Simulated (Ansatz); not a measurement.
## Two runs on WS2

System: WS2 (P3m1, 9 atoms in the cell).
Method of run 1: DFT LDA, scalar-relativistic, plane waves, PAW, no spin polarisation (Ansatz 0.2.0).

The structure derives from a Materials Project entry. Text and figures count atoms from 1; the logs count them from 0 in places.

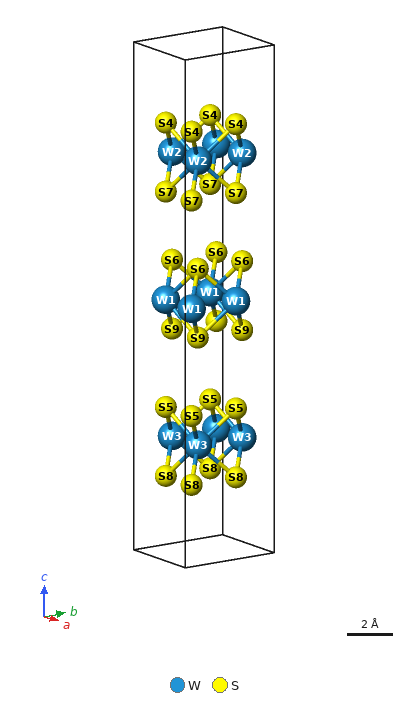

Figure 1. The starting structure (ball-and-stick view of the 2 × 2 repeat of the cell, with the vacuum cut short, seen slightly off an axis; atoms are numbered from 1 in the order of the input). An atom can appear more than once, as a periodic image. Near neighbours in the periodic cell (some may lie outside the picture): W has 6 S at 2.41 Å; S has 3 W at 2.41 Å.

### The input, run 1
```yaml
crystal:
  lattice:
    - [3.1829541699, 0.0, 0.0]
    - [-1.591477085, 2.7565191702, 0.0]
    - [0.0, 0.0, 28.53221786]
  atoms:
    - { symbol: W, position: [0.6666666667, 0.3333333333, 0.65928643] }
    - { symbol: W, position: [0.3333333333, 0.6666666667, 0.88553378] }
    - { symbol: W, position: [0.3333333333, 0.6666666667, 0.43436168] }
    - { symbol: S, position: [0.6666666667, 0.3333333333, 0.94018573] }
    - { symbol: S, position: [0.6666666667, 0.3333333333, 0.48903042] }
    - { symbol: S, position: [0.3333333333, 0.6666666667, 0.71395221] }
    - { symbol: S, position: [0.6666666667, 0.3333333333, 0.83084828] }
    - { symbol: S, position: [0.6666666667, 0.3333333333, 0.37971025] }
    - { symbol: S, position: [0.3333333333, 0.6666666667, 0.60462521] }
basis:
  ecutwfc: 420
kpoints:
  mp_grid: { grid: [12, 12, 1] }
hamiltonian:
  xc: lda
scf:
  occupations: { method: gaussian, width: 0.02 }
output:
  forces: true
  stress: true
  eigenvalues: true
relax:
  adjacent_minimum: "off"
  f_tol: 0.01
  max_steps: 60
  cell: { stress_tol: 0.05 }
```

Command:
```bash
ansatz run input.yaml --threads 2 --pin off --max-ram 5120MiB --backend cpu --events-out ev --progress --plain --runs-dir out
```

Hardware: 2 threads of AMD EPYC (Zen 3), 189 GiB of memory available, shared host.

### Output, shortened to warnings, some set-up lines, iterations and results (run 1)
```
Basis set: ecut = 420 eV, 4931 PW (Γ)
Symmetry: 6 space group operations
k-points: 19 of 144 (time reversal used)
Initial density: superposition of atomic densities (neutral atoms: chi_scale 0, normalization atom), corrected by the library's trained network
[...]
SCF iter   1: F=—  HF=-35614.861549 eV  |F-HF|=—  |Δ(HF+E_count)|=         —  Δρ=8.63e-3  dr2=3.93e-1  ethr=1.77e-3  ⟨swp⟩=8.7  Hψ=4490  notcnv=0
SCF iter   2: F=—  HF=-35614.809865 eV  |F-HF|=—  |Δ(HF+E_count)|=   5.17e-2  Δρ=3.58e-3  dr2=3.19e-2  ethr=5.04e-4  ⟨swp⟩=3.4  Hψ=1604  notcnv=0  defer=45
SCF iter   3: F=—  HF=-35614.806310 eV  |F-HF|=—  |Δ(HF+E_count)|=   3.56e-3  Δρ=1.98e-3  dr2=4.26e-3  ethr=4.09e-5  ⟨swp⟩=2.7  Hψ=1373  notcnv=0  defer=45
SCF iter   4: F=—  HF=-35614.806789 eV  |F-HF|=—  |Δ(HF+E_count)|=   4.79e-4  Δρ=2.03e-4  dr2=2.42e-4  ethr=5.46e-6  ⟨swp⟩=2.2  Hψ=1392  notcnv=0  defer=45
SCF iter   5: F=—  HF=-35614.806813 eV  |F-HF|=—  |Δ(HF+E_count)|=   2.42e-5  Δρ=1.01e-4  dr2=1.14e-4  ethr=3.11e-7  ⟨swp⟩=2.2  Hψ=1405  notcnv=0  defer=45
[... 53 lines ...]
SCF iter   4: F=—  HF=-35614.965284 eV  |F-HF|=—  |Δ(HF+E_count)|=  4.22e-10  Δρ=4.95e-7  dr2=2.08e-9  ethr=7.43e-12  ⟨swp⟩=2.6  Hψ=1536  notcnv=0
SCF iter   5: F=—  HF=-35614.965284 eV  |F-HF|=—  |Δ(HF+E_count)|=  1.46e-10  Δρ=1.55e-7  dr2=1.92e-10  ethr=2.67e-12  ⟨swp⟩=1.9  Hψ=1032  notcnv=0
SCF iter   6: F=-35614.965284 eV  HF=-35614.965284 eV  |F-HF|=4.37e-11  |Δ(HF+E_count)|=  4.37e-11  Δρ=4.61e-8  dr2=1.69e-11  ethr=1.00e-12  ⟨swp⟩=6.4  Hψ=3732  notcnv=0
SCF 6 converged in 6 iterations: F = -35614.965284 eV  dr2 = 1.69e-11
relax step   6: F+E_penalty+E_count = -35614.96528360 eV  Δ(F+E_penalty+E_count) = +1.675e-3 eV  max|allowed force component| = 2.422e-3 eV/Å  Δτ_max = 0.0000 Å  P = +0.001 …
basis re-selected at this cell: Δ(F+E_penalty+E_count) = +1.675e-3 eV, ΔP = -0.003 GPa vs the last step (what re-selecting the basis moved, of the pressure what is left beyond the Pulay correction that the steps carried, after the strain that the cell walked since its last selection, with what the …
SCF converged after 6 iterations
Free energy (F): -35614.965284 eV
Harris-Foulkes:  -35614.965284 eV  (|F-HF|=4.37e-11)
Internal energy: -35614.965284 eV  (E = F + TS)
E sigma→0 (E₀):  -35614.965284 eV
Fermi energy:    6.725626 eV
--- Per-component energies (eV) ---
  E_band       = -986.298775
  E_kinetic    = 2010.371621
  E_local      = -42251.648324  (includes V_loc(G=0)·N_el)
  E_nonlocal   = 195.869604
  E_hartree    = 20367.716416
  E_xc         = -1379.134195
  E_vxc        = -1251.523758  (∫ρ·V_xc dr)
  E_paw        = -28342.425711  (= ΣΔE_a)
  E_vpaw       = -424.799776  (= ΣTr[D̂ρ^β])
  E_aug_tail   = -0.000196  (compensation charges beyond the density's cutoff)
  E_ewald      = 13782.516857
  E_core_change = 1.768644  (= ΣΔE_core)
  E_smearing   = -0.000000  (= −TS)
  E_closure    = 0.000000  (closes the sum)
  Σ components = -35614.965284   (vs F -35614.965284, Δ=0.00e0)
--- Forces (eV/Å), atoms counted from 1 ---
  atom   1  W     -0.00000000     0.00000000     0.00054671
  atom   2  W      0.00000000    -0.00000000    -0.00079268
  atom   3  W      0.00000000    -0.00000000     0.00069199
  atom   4  S     -0.00000000    -0.00000000     0.00153567
  atom   5  S     -0.00000000     0.00000000     0.00222680
  atom   6  S      0.00000000    -0.00000000     0.00205496
  atom   7  S     -0.00000000     0.00000000    -0.00220659
  atom   8  S     -0.00000000     0.00000000    -0.00089555
  atom   9  S      0.00000000    -0.00000000    -0.00122381
  max |Σ_I F_I| component: 1.94e-3 eV/Å
--- Stress (GPa, compression-positive) ---
        0.002970       0.000000       0.000000
        0.000000       0.002970      -0.000000
        0.000000      -0.000000      -0.001774
  P = ⅓ Tr σ = 0.0014 GPa (0.014 kbar)
--- Relaxed structure (5 steps of the walk, 4 accepted, 1 SCFs on fresh bases) ---
  F+E_penalty+E_count = -35614.96528360 eV   max|allowed force component| = 2.422e-3 eV/Å   (the final SCF, on the basis selected at the relaxed cell)
  cell:  # Å, volume = 231.4929 Å³
[...]
```

The input of run 2 differs as follows (lines with − go, lines with + come):
```diff
-  ecutwfc: 420
+  ecutwfc: 500
-  xc: lda
+  xc: r2scan
```

Predict how the results change.

The total energies belong to different methods, so their difference says nothing on which is more stable or more accurate. The gap on the mesh goes from 1.10 to 1.48 eV. The volume per atom goes from 25.72 to 27.95 Å³. The functional changes from LDA to r2SCAN. The SCF takes 41 iterations over all geometry steps against 51. On the same kind of shared host run 2 took about 1.7 times as long.

### Output, shortened to warnings, some set-up lines, iterations and results (run 2)
```
Basis set: ecut = 500 eV, 6327 PW (Γ), exchange–correlation on 96×96×864 points (64 copies of the dense FFT grid, shifted against one another)
Symmetry: 6 space group operations
k-points: 19 of 144 (time reversal used)
Initial density: superposition of atomic densities (neutral atoms: chi_scale 0, normalization atom), corrected by the library's trained network
[...]
SCF iter   1: F=—  HF=-36634.705497 eV  |F-HF|=—  |Δ(HF+E_count)|=         —  Δρ=6.54e-3  dr2=1.09e-1  dr2_τ=2.51e-1  ethr=1.77e-3  ⟨swp⟩=8.6  Hψ=4387  notcnv=0
SCF iter   2: F=—  HF=-36634.906801 eV  |F-HF|=—  |Δ(HF+E_count)|=   2.01e-1  Δρ=3.82e-3  dr2=3.12e-2  dr2_τ=4.85e-3  ethr=1.39e-4  ⟨swp⟩=3.1  Hψ=1829  notcnv=0  defer=43
SCF iter   3: F=—  HF=-36634.910564 eV  |F-HF|=—  |Δ(HF+E_count)|=   3.76e-3  Δρ=2.39e-3  dr2=5.63e-3  dr2_τ=6.88e-4  ethr=3.99e-5  ⟨swp⟩=2.9  Hψ=1346  notcnv=0  defer=43
SCF iter   4: F=—  HF=-36634.917739 eV  |F-HF|=—  |Δ(HF+E_count)|=   7.17e-3  Δρ=1.53e-4  dr2=1.21e-4  dr2_τ=1.92e-5  ethr=7.21e-6  ⟨swp⟩=2.8  Hψ=1919  notcnv=0  defer=43
SCF iter   5: F=—  HF=-36634.917853 eV  |F-HF|=—  |Δ(HF+E_count)|=   1.14e-4  Δρ=8.39e-5  dr2=5.70e-5  dr2_τ=1.91e-6  ethr=1.55e-7  ⟨swp⟩=2.6  Hψ=1631  notcnv=0  defer=43
[... 41 lines ...]
SCF iter   5: F=—  HF=-36634.920101 eV  |F-HF|=—  |Δ(HF+E_count)|=   2.96e-8  Δρ=1.97e-7  dr2=3.59e-10  dr2_τ=1.13e-11  ethr=1.29e-12  ⟨swp⟩=3.2  Hψ=1762  notcnv=0
SCF iter   6: F=—  HF=-36634.920101 eV  |F-HF|=—  |Δ(HF+E_count)|=   3.94e-9  Δρ=7.44e-8  dr2=1.15e-10  dr2_τ=2.02e-12  ethr=1.00e-12  ⟨swp⟩=2.3  Hψ=1384  notcnv=0
SCF iter   7: F=-36634.920101 eV  HF=-36634.920101 eV  |F-HF|=1.46e-11  |Δ(HF+E_count)|=  2.69e-10  Δρ=4.22e-8  dr2=1.66e-11  dr2_τ=6.18e-13  ethr=1.00e-12  ⟨swp⟩=6.4  …
SCF 5 converged in 7 iterations: F = -36634.920101 eV  dr2 = 1.66e-11
relax step   5: F+E_penalty+E_count = -36634.92010141 eV  Δ(F+E_penalty+E_count) = -2.259e-4 eV  max|allowed force component| = 5.718e-4 eV/Å  Δτ_max = 0.0000 Å  P = -0.002 …
basis re-selected at this cell: Δ(F+E_penalty+E_count) = -2.259e-4 eV, ΔP = +0.000 GPa vs the last step (what re-selecting the basis moved, of the pressure what is left beyond the Pulay correction that the steps carried, after the strain that the cell walked since its last selection, with what the …
SCF converged after 7 iterations
Free energy (F): -36634.920101 eV
Harris-Foulkes:  -36634.920101 eV  (|F-HF|=1.46e-11)
Internal energy: -36634.920101 eV  (E = F + TS)
E sigma→0 (E₀):  -36634.920101 eV
Fermi energy:    5.936173 eV
--- Per-component energies (eV) ---
  E_band       = -1099.515356
  E_kinetic    = 1998.906647
  E_local      = -40779.564130  (includes V_loc(G=0)·N_el)
  E_nonlocal   = 173.168106
  E_hartree    = 19610.569841
  E_xc         = -1299.471259
  E_vxc        = -1349.554040  (∫ρ·V_xc dr)
  E_paw        = -29436.544933  (= ΣΔE_a)
  E_vpaw       = -430.717294  (= ΣTr[D̂ρ^β])
  E_aug_tail   = -0.000143  (compensation charges beyond the density's cutoff)
  E_vtau       = 67.105728  (kinetic-family band-sum trace: ∫τ·v_τ [+ j·A + Jᵃ·Aᵃ] dr)
  E_ewald      = 13100.438217
  E_core_change = -2.422447  (= ΣΔE_core)
  E_smearing   = -0.000000  (= −TS)
  E_closure    = 0.000000  (closes the sum)
  Σ components = -36634.920101   (vs F -36634.920101, Δ=0.00e0)
--- Forces (eV/Å), atoms counted from 1 ---
  atom   1  W     -0.00000000     0.00000000    -0.00004281
  atom   2  W      0.00000000    -0.00000000     0.00031136
  atom   3  W      0.00000000    -0.00000000    -0.00017837
  atom   4  S      0.00000000     0.00000000    -0.00014629
  atom   5  S      0.00000000     0.00000000    -0.00025539
  atom   6  S     -0.00000000    -0.00000000     0.00033145
  atom   7  S      0.00000000     0.00000000    -0.00044500
  atom   8  S      0.00000000     0.00000000     0.00057184
  atom   9  S     -0.00000000    -0.00000000    -0.00014688
  max |Σ_I F_I| component: 9.18e-8 eV/Å
--- Stress (GPa, compression-positive) ---
       -0.001648      -0.000000      -0.000000
       -0.000000      -0.001648       0.000000
       -0.000000       0.000000      -0.001734
  P = ⅓ Tr σ = -0.0017 GPa (-0.017 kbar)
--- Relaxed structure (4 steps of the walk, 4 accepted, 1 SCFs on fresh bases) ---
[...]
```

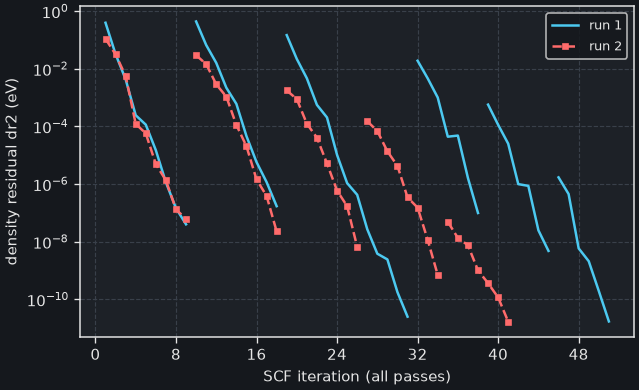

Figure 2. Convergence of the two runs: density residual dr2 against the SCF iteration. A break in a curve parts two SCF passes. Run 1 takes 51 iterations in all, and run 2 takes 41.

### The two runs side by side

| quantity | run 1 | run 2 |
| --- | --- | --- |
| outcome | converged | converged |
| free energy per atom (eV) | −3957.2184 | −4070.5467 |
| gap on the mesh (eV) | 1.10 | 1.48 |
| pressure (GPa) | 0.00 | 0.00 |
| volume per atom (Å³) | 25.72 | 27.95 |
| largest force (eV/Å) | 0.002 | 0.001 |
| SCF iterations | 51 | 41 |
| irreducible k-points | 19 | 19 |
| wall time (shared host) | 2.9 min | 4.8 min |

For both runs: Spin–orbit coupling is left out, which matters for W.
